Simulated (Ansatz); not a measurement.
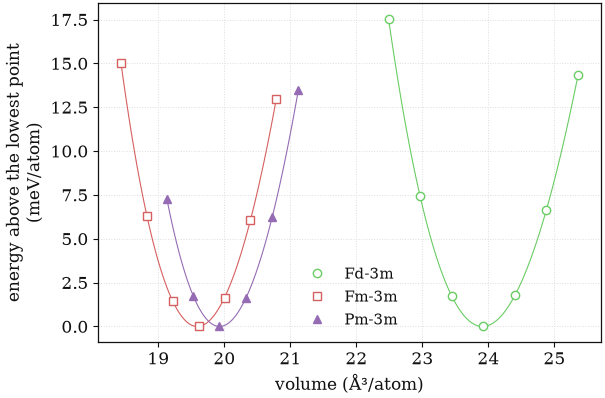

The plot gives the computed energy above the lowest point against volume, with one curve for each structure, for Ge. Each energy curve has its own zero, so the curves don't rank the structures.

Calculation (Ansatz 0.2.0 development build): equation of state of a cubic crystal from periodic Kohn-Sham density functional theory without spin, third-order Birch-Murnaghan fit to the free energies; pressure corrected for the finite basis. Level: PBE.

- occupation method: Fermi–Dirac
- occupation width: 0.06123 eV
- wave cutoff: 420 eV
- datasets: soft-1 PAW
- density tolerance: 1e−07 eV
- density cutoff ratio: 4
- search for lower states: default

Settings that differ: Fd-3m: k mesh 33×33×33, atoms in cell 2, lattice centring face-centred primitive, space group number 227, structure type diamond; Fm-3m: k mesh 22×22×22, atoms in cell 1, lattice centring face-centred primitive, space group number 225, structure type fcc; Pm-3m: k mesh 40×40×40, atoms in cell 1, lattice centring simple cubic, space group number 221, structure type simple cubic.

> Order the curves by fitted equilibrium volume, smallest first.

Fm-3m 19.59, Pm-3m 19.93, Fd-3m 23.91 Å³/atom.

> Order the curves by fitted bulk modulus, smallest first.

Fd-3m 58.8, Fm-3m 63.3, Pm-3m 67.5 GPa.

Keep in mind: cubic model structure, not the ambient form (Fm-3m, Pm-3m).

The computed values:

Fd-3m:
```json
{"volume (Å³/atom)": "22.49", "energy above the lowest point (meV/atom)": "17.5"}
{"volume (Å³/atom)": "22.97", "energy above the lowest point (meV/atom)": "7.4"}
{"volume (Å³/atom)": "23.44", "energy above the lowest point (meV/atom)": "1.7"}
{"volume (Å³/atom)": "23.92", "energy above the lowest point (meV/atom)": "0.0"}
{"volume (Å³/atom)": "24.40", "energy above the lowest point (meV/atom)": "1.8"}
{"volume (Å³/atom)": "24.88", "energy above the lowest point (meV/atom)": "6.7"}
{"volume (Å³/atom)": "25.36", "energy above the lowest point (meV/atom)": "14.3"}
```

Fm-3m:
```json
{"volume (Å³/atom)": "18.43", "energy above the lowest point (meV/atom)": "15.0"}
{"volume (Å³/atom)": "18.83", "energy above the lowest point (meV/atom)": "6.3"}
{"volume (Å³/atom)": "19.22", "energy above the lowest point (meV/atom)": "1.4"}
{"volume (Å³/atom)": "19.61", "energy above the lowest point (meV/atom)": "0.0"}
{"volume (Å³/atom)": "20.00", "energy above the lowest point (meV/atom)": "1.6"}
{"volume (Å³/atom)": "20.40", "energy above the lowest point (meV/atom)": "6.1"}
{"volume (Å³/atom)": "20.79", "energy above the lowest point (meV/atom)": "13.0"}
```

Pm-3m:
```json
{"volume (Å³/atom)": "19.13", "energy above the lowest point (meV/atom)": "7.3"}
{"volume (Å³/atom)": "19.53", "energy above the lowest point (meV/atom)": "1.8"}
{"volume (Å³/atom)": "19.93", "energy above the lowest point (meV/atom)": "0.0"}
{"volume (Å³/atom)": "20.33", "energy above the lowest point (meV/atom)": "1.6"}
{"volume (Å³/atom)": "20.72", "energy above the lowest point (meV/atom)": "6.2"}
{"volume (Å³/atom)": "21.12", "energy above the lowest point (meV/atom)": "13.5"}
```
